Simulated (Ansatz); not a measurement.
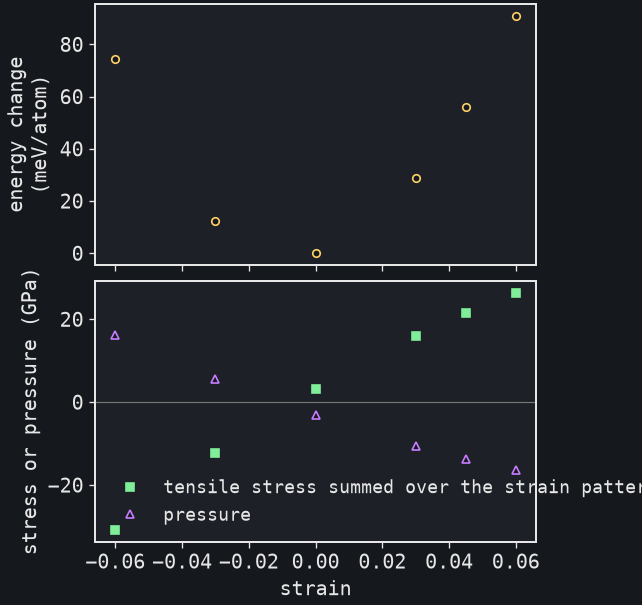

Plotted: energy change, tensile stress summed over the strain pattern and pressure against strain for Mo, space group Im-3m (No. 229).

Structure:
```xyz
1
Lattice="-1.5710 1.5710 1.5710 1.5710 -1.5710 1.5710 1.5710 1.5710 -1.5710" Properties=species:S:1:pos:R:3 pbc="T T T"
Mo    0.0000    0.0000    0.0000
```

Calculation (Ansatz 0.2.0): homogeneous strain of a crystal along one Voigt pattern with engineering shear, fractional coordinates fixed, by plane-wave density functional theory with PAW datasets, free energies less that of the undisturbed cell, pressure positive in compression; scalar-relativistic. Level: PBEsol, no spin polarisation.

- wave cutoff: 420 eV
- k mesh: 22×22×22
- occupations: Gaussian
- smearing width: 0.15 eV
- k shift: (0, 0, 0) (mesh steps)
- start: as given
- strain pattern: (1, 0, 0, 0, 0, 0) (xx yy zz yz xz xy with engineering shear)

The points at strain −0.045 and 0.015 are left out of the plot. What values does the calculation give there?

```csv
strain,energy change (meV/atom),tensile stress summed over the strain pattern (GPa),pressure (GPa)
-0.045,36.78,-21.3,10.5
0.015,9.66,10.0,-7.0
```

Keep in mind: reference crystal is not relaxed.
